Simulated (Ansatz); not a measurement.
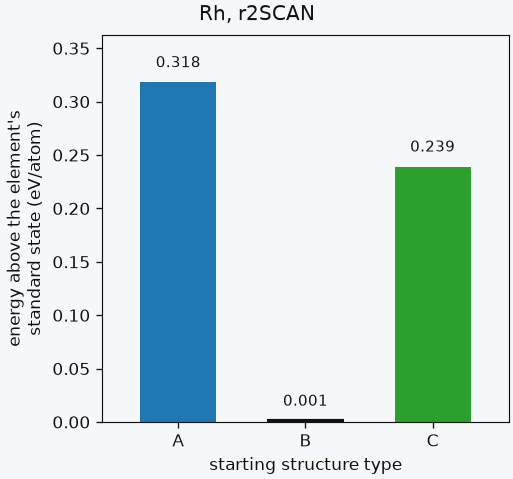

The picture above shows the energy above the element's standard state of each starting structure type for Rh. The labels are replaced by letters. In alphabetical order the cases are: beta-tungsten (A15); iodine type; omega type.

How it was computed, with Ansatz 0.2.0: a formula put on the sites of a structure type, uncorrected energy per atom over the elements' standard states (H N O F Cl as gases), plane-wave PAW DFT, cell and atoms relaxed at 0 K and 0 GPa, spin start parallel or as listed, metals to 4 meV/atom. Level: r2SCAN, no spin polarisation.

```tsv
setting	value
wave cutoff	500 eV
```

The names give the starting types; a cell can relax into another structure.

Q: Which letter stands for which starting structure type?

A: A: beta-tungsten (A15) (0.318 eV/atom); B: iodine type (0.001 eV/atom); C: omega type (0.239 eV/atom).
